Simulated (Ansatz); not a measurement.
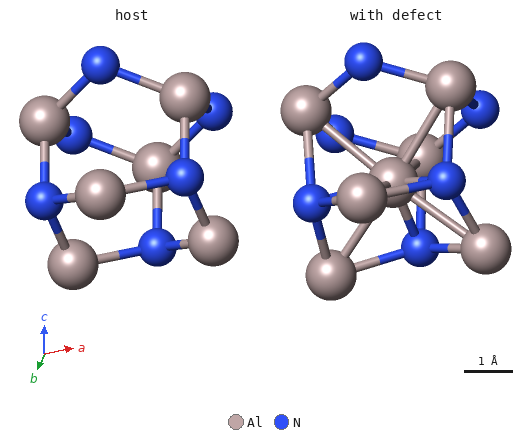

Left: perfect AlN. Right: the same region with one point defect, after relaxing the atoms in a supercell of 96 sites. A ball-and-stick model of the atoms within 3.3 Å of one point, seen from a free direction.

The calculation used DFT, PBEsol, PAW, plane waves in Ansatz 0.2.0. Set-up: plane-wave cutoff 420 eV; k-point mesh 1 × 1 × 1; mesh shifted by (0.25, 0.25, 0.25); collinear spin. Fermi-Dirac smearing of 0.01 eV. A uniform background neutralises the charged cell. The axes drawn are those of the host's conventional cell.

Which defect is it?

Answer. An extra aluminium atom is put between the host's atoms (an interstitial).

The charge state of the cell is +2.

How does the lattice respond?

Answer. The Al atom starts with 6 N at 2.03 to 2.37 Å, 6 Al at 2.03 to 2.37 Å around its place and ends with 3 N at 1.85 Å. Of the host's atoms, an aluminium atom moves furthest from its site, by 0.26 Å. The Al atom itself moves 0.37 Å from where it was put. The cell's net moment is 1.00 μB.

Limits of the set-up: the cell is charged, on a uniform background, and energies carry no finite-size correction.
